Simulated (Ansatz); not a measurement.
BN

Input file:

```
crystal:
  lattice:
    - [2.5121791775, 0.0, 0.0]
    - [-1.2560895888, 2.1756109865, 0.0]
    - [0.0, 0.0, 8.3870107525]
  atoms:
    - { symbol: B, position: [0.3333333333, 0.6666666667, 0.25] }
    - { symbol: B, position: [0.6666666667, 0.3333333333, 0.75] }
    - { symbol: "N", position: [0.3333333333, 0.6666666667, 0.75] }
    - { symbol: "N", position: [0.6666666667, 0.3333333333, 0.25] }
basis:
  ecutwfc: 420
  ecutrho_ratio: 4
kpoints:
  mp_grid: { grid: [16, 16, 4] }
  band_path:
    path:
      - [[0.0, 0.0, 0.0], [0.5, 0.0, 0.0], [0.33333333, 0.33333333, 0.0], [0.0, 0.0, 0.0], [0.0, 0.0, 0.5], [0.5, 0.0, 0.5], [0.33333333, 0.33333333, 0.5], [0.0, 0.0, 0.5]]
      - [[0.5, 0.0, 0.5], [0.5, 0.0, 0.0]]
      - [[0.33333333, 0.33333333, 0.5], [0.33333333, 0.33333333, 0.0]]
    npoints: 14
hamiltonian:
  xc: pbe
scf:
  occupations: { method: gaussian, width: 0.05 }
  n_extra_bands: 11
output:
  forces: true
  stress: true
  eigenvalues: true
  populations: true
  dos: { projected: true, de: 0.02, nscf_kmesh: { grid: [24, 24, 6] } }
  bader: true
  write_density: true
  write_potential: true
  elf: true
  volumetric_format: npy
```

Launched as:

```sh
ansatz run input.yaml --threads 4 --pin off --max-ram 7168MiB --backend cpu --events-out ev --progress --plain --runs-dir out
```

Below, planes, directions and counts refer to the conventional cell (a = 2.51 Å, b = 2.51 Å, c = 8.39 Å, α = 90.00°, β = 90.00°, γ = 120.00°).

Space group P6₃/mmc; started from the BN prototype.

Level of theory: DFT PBE, scalar-relativistic, plane waves, PAW in Ansatz 0.2.0.

Core electrons are frozen (PAW), and the valence fields are smoothed inside the atomic spheres.

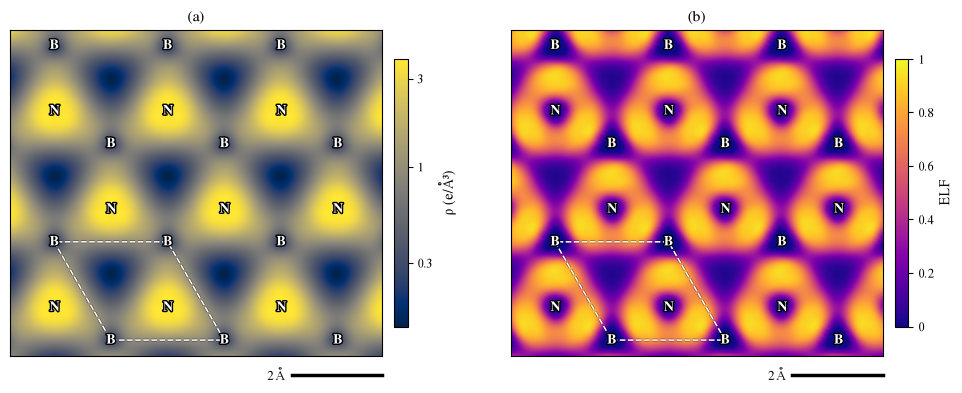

Figure 1. (a) valence pseudo-density; (b) ELF on the (001) plane of the conventional cell.

Question: What do the fields say about this system?

Answer:
- Atoms in the plane: B and N.
- B–N (1.45 Å): the density is about 1.8 e/Å³ at the midpoint; the ELF peaks at about 0.95 between the atoms; a polar covalent bond.
- Between the atoms the lowest density in this plane is 0.14 e/Å³.

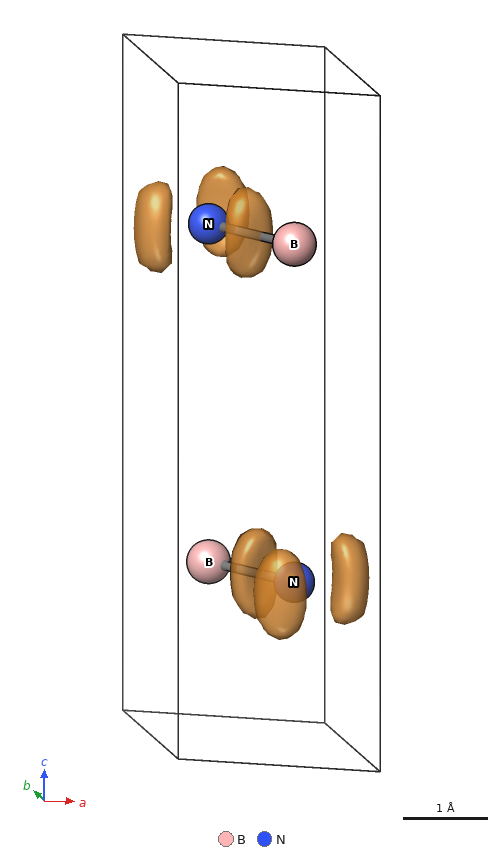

Figure 2. Isosurface of the electron localisation function at 0.85 (orange), seen slightly off an axis. Core shells and regions of very low density are left out. Sticks mark near contacts.

Question: Identify the bonds, lone pairs and shells in this picture.

Answer: The surface consists of six regions between bonded B–N atoms (shared pairs), counted in one cell of 4 atoms. Any copies at cell faces, edges or corners count once.

Question: What Bader charges does the calculation give?

Answer: Electrons move from B towards N. Bader charges: B +2.22 and N −2.22 e.

Question: Metal or insulator at this level of theory?

Answer: It is gapped, with a Kohn–Sham gap of 4.4 eV on the k-point mesh, an upper bound to the gap of this method.
